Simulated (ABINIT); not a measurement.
## A GW chain in ABINIT: GaAs (F-43m)

Wanted: ground state, empty states, screening and self-energy for GaAs (F-43m).

Program: ABINIT 10.8.3. Level of theory: PBE and many-body steps on it, plane waves. Results are calculated unless marked as measured.

**What was measured.**

- Gap 1.51 eV: band-edge emission energy from PL (direct gap at Gamma); photoluminescence, 633 nm excitation; 77 K; bulk crystal (MBE GaAs matrix around a thin InAs wetting layer on semi-insulating GaAs (100)) (“Photoluminescence of InAs/GaAs quantum dots under direct two-photon excitation”, 2020, pmc:7331710).

- Gap 1.418 ± 0.005 eV: direct gap E0 at Gamma from PR; modulated photoreflectance, low-field lineshape fit; 300 K; bulk crystal (semi-insulating GaAs(001) reference substrate) (“Evidence of valence band perturbations in GaAsN/GaAs(001): A combined variable-angle spectroscopic ellipsometry and modulated photoreflectance investigation”, 2008, arxiv:0805.2212).

- Gap 1.42 eV: fundamental direct gap E0 at Gamma, seen as sharp points in Psi and Delta; spectroscopic ellipsometry; 300 K; bulk crystal (semi-insulating GaAs (100) substrate) (“Ellipsometric study of the Electronic Structure of GaMnAs and LT-GaAs”, 2004, arxiv:cond-mat/0404304).

- Gap 1.412 ± 0.01 eV: direct gap E0 at Gamma from ellipsometry; variable-angle spectroscopic ellipsometry, parametric critical-point fit; 300 K; bulk crystal (semi-insulating GaAs(001) reference substrate with native oxide) (“Evidence of valence band perturbations in GaAsN/GaAs(001): A combined variable-angle spectroscopic ellipsometry and modulated photoreflectance investigation”, 2008, arxiv:0805.2212).

Report form: the programs' logs are mostly left out.

## Step 1: The starting structure

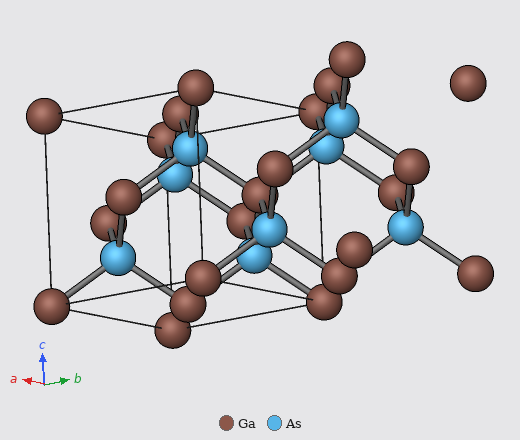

The starting structure, seen from a free direction (gallium brown, arsenic blue). 1×2×1 cells are drawn. This picture shows the conventional cell, with its axes. Bonds to atoms that aren't drawn are left out. Some periodic images of atoms are drawn too.

The cell and positions come from the Crystallography Open Database and are kept as given unless a step says otherwise.

## Step 2: Ground state

This step: ABINIT 10.8.3; DFT, PBE, plane waves, norm-conserving pseudopotentials.

The ground-state density comes first.

Input file run.abi:

```
acell 3*1.0 Angstrom
rprim 
  0.000000000000 2.826850000000 2.826850000000
  2.826850000000 0.000000000000 2.826850000000
  2.826850000000 2.826850000000 0.000000000000
ntypat 2
znucl 31 33
natom 2
typat 1 2
xred 
  0.000000000000 0.000000000000 0.000000000000
  0.250000000000 0.250000000000 0.250000000000
pp_dirpath "pseudos"
pseudos "Ga.upf, As.upf"
ecut 45
ngkpt 6 6 6
nshiftk 1
shiftk 0 0 0
kptopt 1
chksymbreak 0
nband 27
occopt 1
tolvrs 1e-10
nstep 60
prtwf 0
optforces 0
optstress 0
indata_prefix "in"
outdata_prefix "out"
tmpdata_prefix "tmp"
```

On the command line:

```console
OMP_NUM_THREADS=1 mpirun -n 4 abinit run.abi > log
```

Wall time 20 s (4 MPI ranks of Arm Neoverse V2, shared host); peak memory 0.35 GiB; 79 s of CPU time.

Numbers from this step:

```yaml
total_energy: -15063.8764 eV
gap: 0.5078 eV
k_of_the_valence_top: 0, 0, 0
k_of_the_conduction_bottom: 0, 0, 0
least_direct_gap: 0.5078 eV
```

The gap is direct, at Γ.

## Step 3: Bands along the symmetry lines

Levels along a band path, at the cheap level, show where the edges lie and whether the meshes to come will hold them.

Input file run.abi:

```
acell 3*1.0 Angstrom
rprim 
  0.000000000000 2.826850000000 2.826850000000
  2.826850000000 0.000000000000 2.826850000000
  2.826850000000 2.826850000000 0.000000000000
ntypat 2
znucl 31 33
natom 2
typat 1 2
xred 
  0.000000000000 0.000000000000 0.000000000000
  0.250000000000 0.250000000000 0.250000000000
pp_dirpath "pseudos"
pseudos "Ga.upf, As.upf"
ecut 45
iscf -2
irdden 1
kptopt 0
nkpt 50
kpt 
  0.00000000 0.00000000 0.00000000
  -0.06250000 -0.06250000 0.00000000
  -0.12500000 -0.12500000 0.00000000
  -0.18750000 -0.18750000 0.00000000
  -0.25000000 -0.25000000 0.00000000
  -0.31250000 -0.31250000 0.00000000
  -0.37500000 -0.37500000 0.00000000
  -0.43750000 -0.43750000 0.00000000
  -0.50000000 -0.50000000 0.00000000
  -0.48437500 -0.48437500 0.03125000
  -0.46875000 -0.46875000 0.06250000
  -0.45312500 -0.45312500 0.09375000
  -0.43750000 -0.43750000 0.12500000
  -0.42187500 -0.42187500 0.15625000
  -0.40625000 -0.40625000 0.18750000
  -0.39062500 -0.39062500 0.21875000
  -0.37500000 -0.37500000 0.25000000
  -0.37500000 0.00000000 0.37500000
  -0.32812500 0.00000000 0.32812500
  -0.28125000 0.00000000 0.28125000
  -0.23437500 0.00000000 0.23437500
  -0.18750000 0.00000000 0.18750000
  -0.14062500 0.00000000 0.14062500
  -0.09375000 0.00000000 0.09375000
  -0.04687500 0.00000000 0.04687500
  0.00000000 0.00000000 0.00000000
  0.00000000 0.00000000 0.06250000
  0.00000000 0.00000000 0.12500000
  0.00000000 0.00000000 0.18750000
  0.00000000 0.00000000 0.25000000
  0.00000000 0.00000000 0.31250000
  0.00000000 0.00000000 0.37500000
  0.00000000 0.00000000 0.43750000
  -0.00000000 -0.00000000 0.50000000
  -0.06250000 -0.03125000 0.46875000
  -0.12500000 -0.06250000 0.43750000
  -0.18750000 -0.09375000 0.40625000
  -0.25000000 -0.12500000 0.37500000
  -0.31250000 -0.15625000 0.34375000
  -0.37500000 -0.18750000 0.31250000
  -0.43750000 -0.21875000 0.28125000
  -0.50000000 -0.25000000 0.25000000
  -0.50000000 -0.28125000 0.21875000
  -0.50000000 -0.31250000 0.18750000
  -0.50000000 -0.34375000 0.15625000
  -0.50000000 -0.37500000 0.12500000
  -0.50000000 -0.40625000 0.09375000
  -0.50000000 -0.43750000 0.06250000
  -0.50000000 -0.46875000 0.03125000
  -0.50000000 -0.50000000 0.00000000
istwfk *1
nband 29
nbdbuf 2
tolwfr 1e-08
nstep 40
prtwf 0
prtvol 0
indata_prefix "in"
outdata_prefix "out"
tmpdata_prefix "tmp"
```

The job ended after 23 s (4 MPI ranks; peak memory 0.36 GiB; 93 s of CPU time).

Numbers from this step:

```
gap                        : 0.5078 eV
k of the valence top       : 0, 0, 0
k of the conduction bottom : 0, 0, 0
least direct gap           : 0.5078 eV
```

The gap is 0.508 eV, as in the run before at this level.

The electronic bands at the labelled points (eV, zero at the top of the highest filled band):

```
    point  band 19  band 20  band 21  band 22  band 23  band 24  band 25  band 26
        Γ   -12.73     0.00     0.00     0.00     0.51     3.74     3.74     3.74
        X   -10.23    -6.82    -2.68    -2.68     1.47     1.66    10.18    10.18
        U   -10.27    -6.63    -3.86    -2.26     1.97     4.64     7.96     8.07
jump to K   -10.27    -6.63    -3.86    -2.26     1.97     4.64     7.96     8.07
        Γ   -12.73     0.00     0.00     0.00     0.51     3.74     3.74     3.74
        L   -10.97    -6.64    -1.14    -1.14     1.00     4.65     4.65     7.76
        W   -10.17    -6.63    -3.53    -3.34     4.62     4.73     5.42     6.05
        X   -10.23    -6.82    -2.68    -2.68     1.47     1.66    10.18    10.18
```

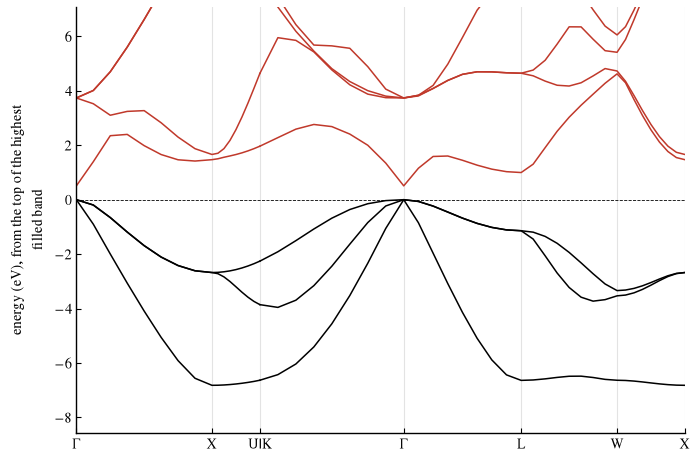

Electronic bands along the path; lines of filled and empty bands in two colours.

## Step 4: Empty states on the mesh, 4×4×4 mesh, 60 bands

The sums over transitions need many empty states on a uniform mesh; this step solves for them.

Input file run.abi:

```
acell 3*1.0 Angstrom
rprim 
  0.000000000000 2.826850000000 2.826850000000
  2.826850000000 0.000000000000 2.826850000000
  2.826850000000 2.826850000000 0.000000000000
ntypat 2
znucl 31 33
natom 2
typat 1 2
xred 
  0.000000000000 0.000000000000 0.000000000000
  0.250000000000 0.250000000000 0.250000000000
pp_dirpath "pseudos"
pseudos "Ga.upf, As.upf"
ecut 45
ngkpt 4 4 4
nshiftk 1
shiftk 0 0 0
kptopt 1
chksymbreak 0
iscf -2
irdden 1
istwfk *1
nband 60
nbdbuf 4
tolwfr 1e-09
nstep 60
prtvol 0
indata_prefix "in"
outdata_prefix "out"
tmpdata_prefix "tmp"
```

Run time: 13 s. Hardware: 4 MPI ranks; peak memory 0.3 GiB; 52 s of CPU time.

Numbers from this step:

```yaml
gap: 0.5078 eV
k_of_the_valence_top: 0, 0, 0
k_of_the_conduction_bottom: 0, 0, 0
least_direct_gap: 0.5078 eV
k_points_computed: 8
lowest_point_of_the_top_converged_band_above_the_valence_top: 39.62 eV
```

On this mesh the gap is 0.508 eV.

## Step 5: Screening, 4×4×4 mesh, 56 bands, screening to 108.8 eV

The RPA dielectric matrix is built and inverted for each q.

This step: RPA screening on PBE, plane waves, norm-conserving pseudopotentials.

run.abi, as its differences from that of step 4:

```diff
@@ -20,10 +20,11 @@
 chksymbreak 0
-iscf -2
-irdden 1
 istwfk *1
-nband 60
-nbdbuf 4
-tolwfr 1e-09
-nstep 60
-prtvol 0
+occopt 1
+irdwfk 1
+optdriver 3
+nband 56
+ecuteps 4
+inclvkb 2
+awtr 1
+symchi 1
 indata_prefix "in"
```

Run time: 16 s. Hardware: 4 MPI ranks; peak memory 0.81 GiB; 64 s of CPU time.

This step gave:

```
ε∞ with local fields, on this mesh, along the program's q direction : 139.8
the same without local fields                                       : 149.5
plasma frequency                                                    : 36.65 eV
plane waves in the screening matrix                                 : 113
```

Local fields lower ε∞ by 7 %. The value itself is an artefact of the mesh, where one narrow direct gap carries too much weight.

## Step 6: Self-energy, 4×4×4 mesh, 56 bands, screening to 108.8 eV

The self-energy is evaluated for the states that the input lists, and the levels follow from it, in one-shot runs by the linearised quasiparticle equation.

This step: G0W0 on PBE, plane waves, norm-conserving pseudopotentials.

run.abi, as its differences from that of step 5:

```diff
@@ -23,8 +23,15 @@
 irdwfk 1
-optdriver 3
+optdriver 4
 nband 56
+gwcalctyp 0
+ecutsigx 45
+symsigma 1
+nkptgw 1
+kptgw 
+  0.0000000000 0.0000000000 0.0000000000
+bdgw 
+  20 26
 ecuteps 4
-inclvkb 2
-awtr 1
-symchi 1
+irdscr 1
+ppmodel 1
 indata_prefix "in"
```

It took 3.6 s on 4 MPI ranks; peak memory 0.66 GiB; 14 s of CPU time.

This step gave:

- G0W0 gap on the points computed: 1.171 eV
- starting gap on the mesh: 0.5078 eV
- k of the valence top: 0, 0, 0
- k of the conduction bottom: 0, 0, 0
- Z at the valence top: 0.797
- Z at the conduction bottom: 0.802
- least direct G0W0 gap on the computed points: 1.171 eV

The gap on the mesh goes from 0.51 eV to 1.17 eV, a correction of +0.66 eV.

Limits: finite bands, cutoff and mesh; no spin-orbit coupling; coarse k mesh. v1 is the top filled band, c1 the lowest empty one. Levels before and after the correction, in eV, zero at the valence-band top of each column:

```
           conduction bottom  valence top
Kohn-Sham               0.51         0.00
     G0W0               1.17         0.00
```

```
             level  energy (eV)
Kohn-Sham  Γ v3-v1        0.000
Kohn-Sham     Γ c1        0.508
Kohn-Sham  Γ c2-c4        3.737
     G0W0  Γ v3-v1        0.000
     G0W0     Γ c1        1.171
     G0W0  Γ c2-c4        4.230
```

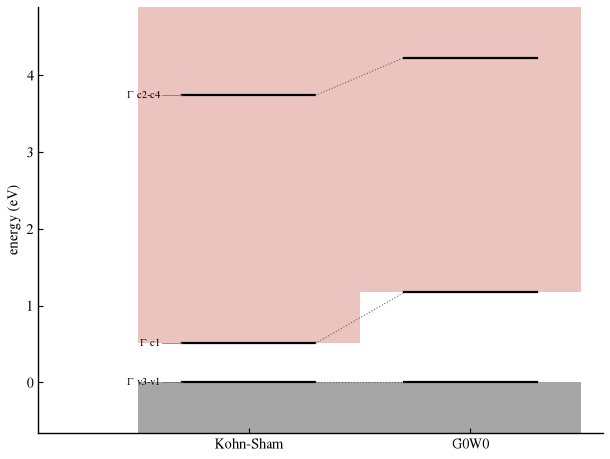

Levels before and after the correction. Shaded: valence and conduction bands.

## Step 7: Where the time went

Times are wall times on 4 MPI ranks of Arm Neoverse V2, shared host, good to a factor of about two.

```
                          step   time  share  memory (GiB)
                  ground state   20 s   26 %          0.35
bands along the symmetry lines   23 s   31 %          0.36
      empty states on the mesh   13 s   17 %           0.3
                     screening   16 s   21 %          0.81
                   self-energy  3.6 s    5 %          0.66
```

## Step 8: Outcome

| Item | Value |
| --- | --- |
| PBE gap | 0.51 eV, direct |
| G0W0 gap on the mesh | 1.17 eV |
| GW settings | 4×4×4 mesh, 56 bands, screening to 108.8 eV, Godby-Needs plasmon pole |
| known limits | not at the basis limit; screening runs away on this mesh; no spin-orbit coupling; coarse k mesh |

**Reading.** G0W0 moves the gap on the mesh from 0.51 eV to 1.17 eV (+0.66 eV), with Z of 0.80 and 0.80 at the edges. Local fields lower the RPA ε∞ on this mesh from 149.53 to 139.77; a Γ-centred mesh this coarse tends to raise both, most where the direct gap is narrow, while a short band sum lowers them. Only 1 of the mesh's irreducible points was corrected, so a valley elsewhere could overtake. Against experiment, by G0W0@PBE: the direct gap of 1.17 eV lies −0.34 eV from the measured 1.51 eV (exciton, 77 K, 2020); the direct gap of 1.17 eV lies −0.25 eV from the measured 1.418 ± 0.005 eV (direct, 300 K, 2008); the direct gap of 1.17 eV lies −0.25 eV from the measured 1.42 eV (direct, 300 K, 2004); the direct gap of 1.17 eV lies −0.24 eV from the measured 1.412 ± 0.01 eV (direct, 300 K, 2008). An exciton line or allowed optical edge lies below the quasiparticle gap by the binding energy; a forbidden edge can push the onset above it. The calculation has static nuclei and no excitons; a measured gap holds zero-point and thermal motion, which mostly lowers it. Bands and cutoff are finite, so the gap is not at the basis limit. The miss can reach some tenths of an eV and take either sign; the mesh is an error of its own. In the G0W0 run levels were corrected at 1 k point alone, so a gap called «on the mesh» is the least over those, and an edge elsewhere would be missed. The 4×4×4 mesh is coarse for this cell, which bears on the long-range parts of exchange and screening. On this mesh the RPA ε∞ passes 90, more than nearly any semiconductor shows; a coarse mesh does this where one point with a narrow direct gap carries much weight. The screening is then too strong, and the G0W0 gap should not be taken as the material's. The many-body steps are scalar-relativistic: spin-orbit coupling is not in them.

[Paths, hosts, dates, memory and timing lines, banners, echoed tables and standing remarks are left out of the program output.]

[Logs are printed without paths, hosts, clocks, repeated set-up lines and the standing remarks that a program may print on its own settings, such as how far it seeks lower states.]

[Runs of the session that timed out or met a known fault of the program may be left out.]

[Hosts, paths, dates, database ids (printed as entryN), source tags and the programs' standing remarks are cut or masked in the printed files.]

[G0W0 gaps are taken among the corrected bands and points alone; a level outside them can change the order at an edge.]

[Where Ansatz stands beside ABINIT at settings called matched, ABINIT's density can come from a denser mesh and the files from another edition; pairs whose starting gaps differed by over 0.03 eV were left out, so agreement reads better than it is.]
